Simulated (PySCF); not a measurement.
**Run report: C4H8, single-point calculation**

C4H8, multiplicity 3, computed with BHLYP/6-31G*, UKS (PySCF 2.14.0).

The geometry is that of the parent species in another charge or spin state. The geometry comes from this level: PBE0-D4/def2-TZVP.

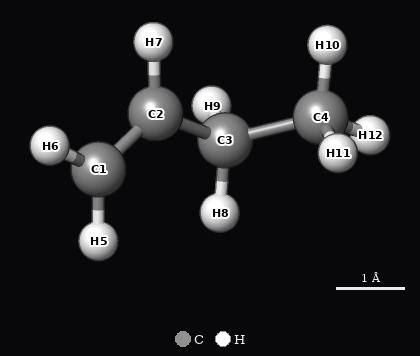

Fig. 1: The input geometry (ball-and-stick view, seen at a tilt; atoms are numbered from 1 in the order of the input).

Input (calc.py):
```python
from pyscf import gto, dft

system = gto.Mole()
system.atom = [
    ('C', (-0.102800, 1.905000, 0.560800)),
    ('C', (0.327700, 0.889700, -0.174300)),
    ('C', (-0.446000, -0.352500, -0.465500)),
    ('C', (0.258200, -1.608200, 0.036200)),
    ('H', (-1.092900, 1.899200, 1.007100)),
    ('H', (0.512900, 2.778300, 0.742300)),
    ('H', (1.330000, 0.935100, -0.599700)),
    ('H', (-1.442300, -0.274800, -0.019600)),
    ('H', (-0.593000, -0.436900, -1.549400)),
    ('H', (1.253200, -1.704600, -0.406500)),
    ('H', (0.380200, -1.579000, 1.121300)),
    ('H', (-0.308300, -2.506700, -0.218800)),
]
system.max_memory = 1860
system.basis = '6-31g*'
system.spin = 2
system.verbose = 3
system.build()

mf = dft.UKS(system)
mf.xc = 'bhandhlyp'
mf.grids.level = 5
mf.conv_tol = 1e-10
mf.kernel()
if not mf.converged:
    mf = mf.newton().run(mf.mo_coeff, mf.mo_occ)

etot = mf.e_tot
print('E = %.10f Eh' % etot)
```

Run as:
```bash
OMP_NUM_THREADS=1 python calc.py
```

Log:
```
[file] SyntaxWarning: invalid escape sequence '\W'
  S = {(paw_set(r)[0], bool(re.search(r"spin_orbit\W+true|paw_fr", str((r.get("files") or {}).get("input") or "")) or re.search("(?i)spin.orbit\W+(value\W+)?(true|yes)|value\W+spin-orbit", json.dumps(r.get("inputs"), default=str)))) for r in records}

WARN: HOMO -0.0284668191627979 >= LUMO -0.302176358904919

converged SCF energy = -156.949717531634  <S^2> = 2.009006  2S+1 = 3.005998
E = -156.9497175316 Eh
```

Key numbers:

```csv
quantity,value
outcome,converged
total energy,−156.949718 hartree
basis functions,72
⟨S²⟩,2.009
dipole moment,0.12 D
hardware,"1 thread of Arm Neoverse V1, 24 GiB of memory available, shared host"
wall time,36 s
peak memory,0.39 GiB
```
